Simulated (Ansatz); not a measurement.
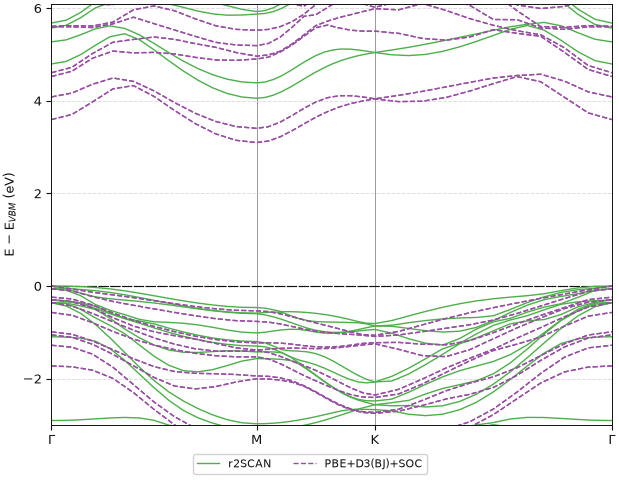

Band structures of MgI$_{2}$ (sheet), 6 atoms in the cell, by two methods on the same cell. Each is counted from its own valence-band top.

Question: How do the methods compare?

Answer: r2SCAN gives a gap of 4.06 eV along the path and PBE+D3(BJ)+SOC gives a gap of 3.10 eV along the path.

Settings. r2SCAN: DFT r2SCAN, scalar-relativistic, plane waves, PAW, no spin polarisation, 6×6×1 k mesh, 500 eV cutoff, Gaussian smearing of 0.02 eV (Ansatz). PBE+D3(BJ)+SOC: DFT PBE+D3(BJ), spin-orbit coupling, plane waves, PAW, 6×6×1 k mesh, 420 eV cutoff (Ansatz 0.2.0).

The structure is an invented one, so it need not be a known or stable phase.
